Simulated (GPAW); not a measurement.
WS2, space group R3m:H (No. 160), a = 3.158 Å, b = 3.158 Å, c = 18.490 Å, α = 90.00°, β = 90.00°, γ = 120.00°

```tsv
site	Wyckoff	x	y	z
W	3a	0.0000	0.0000	0.0000
S1	3a	0.3333	0.6667	0.0857
S2	3a	0.0000	0.0000	0.2497
```

Origin: an entry of the Crystallography Open Database, as set up for an electronic-structure calculation.

Describe the coordination of W.

WS6: an essentially ideal trigonal prism (coordination number 6, S = 0.00; next best octahedron, S = 16.7). Bonds: 3 × W–S 2.39 Å and 3 × W–S 2.42 Å. The next neighbour, not counted, lies at 3.16 Å.

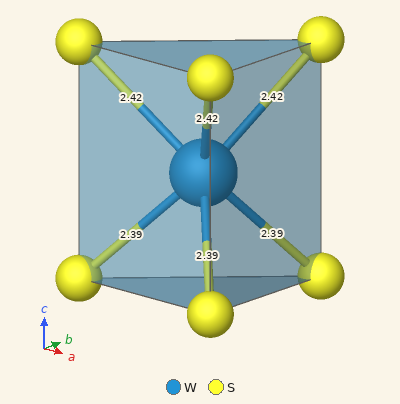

The polyhedron about W. The shape measure S (0 to 100) is the computed least-squares distance from an ideal polyhedron; S = 0 means ideal.
